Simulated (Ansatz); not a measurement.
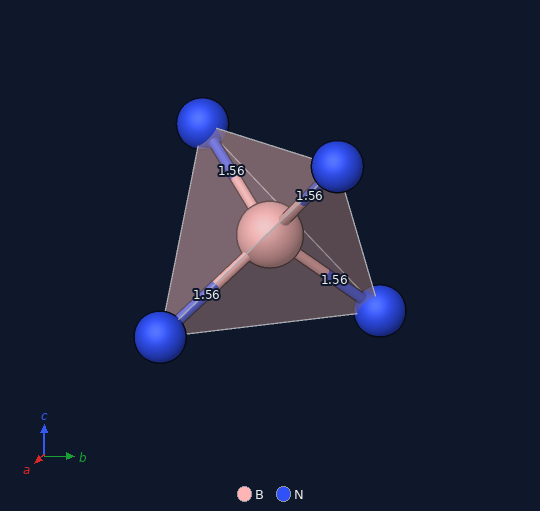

The BN4 unit about B in BN. Source: the end point of a relaxation with DFT PBEsol, scalar-relativistic, plane waves, PAW (Ansatz 0.2.0).

BN, space group F-43m (No. 216), a = 3.606 Å, b = 3.606 Å, c = 3.606 Å, α = 90.00°, β = 90.00°, γ = 90.00°

```
site  Wyckoff       x       y       z
   B       4a  0.0000  0.0000  0.0000
   N       4c  0.2500  0.2500  0.2500
```

Compute the usual distortion measures of this polyhedron.

Answer. It is closest to the tetrahedron.

| measure | value |
| --- | --- |
| mean bond length | 1.561 Å |
| bond-length distortion index (Baur) | 0.000 |
| effective coordination number (Hoppe) | 4.00 |
| shape measure against the tetrahedron | 0.00 |
| shape measure against the see-saw | 9.79 |
| centre off the ligands' centroid by | 0.00 Å |
| polyhedral volume | 1.95 Å³ |
| quadratic elongation | 1.000 |
| bond-angle variance | 0.0 deg² |
| τ4 | 1.00 |
